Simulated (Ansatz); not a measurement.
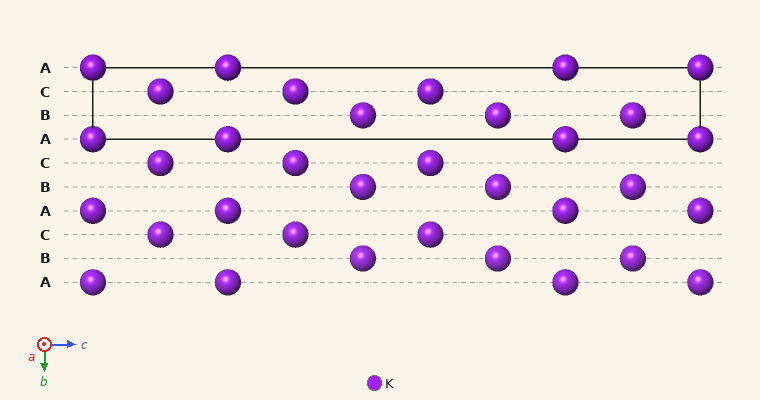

The picture looks along a close-packed row of the hexagonal mesh; c points to the right. The dashed lines mark the three columns A (0, 0), B (1/3, 2/3) and C (2/3, 1/3). The sequence starts with the first layer at or above the cell's origin.

System K (space group R-3m, No. 166); source of the atomic positions: coordinates from a relaxation with DFT PBE, scalar-relativistic, plane waves, PAW in Ansatz; the starting structure was generated, so it need not be a known form of this composition.

Give the sequence of layers in one repeat, with element and column.

Answer. K(A) – K(C) – K(A) – K(C) – K(B) – K(C) – K(B) – K(A) – K(B) (nine layers in 34.62 Å).

Taking all atoms as equal spheres, what packing is it?

Answer. As equal spheres, ACACBCBAB: a mixed close packing, (chh) in Jagodzinski's notation.

What short polytype symbol fits?

Answer. Polytype symbol 9R, Ramsdell's symbol (number of layers in the repeat and lattice).
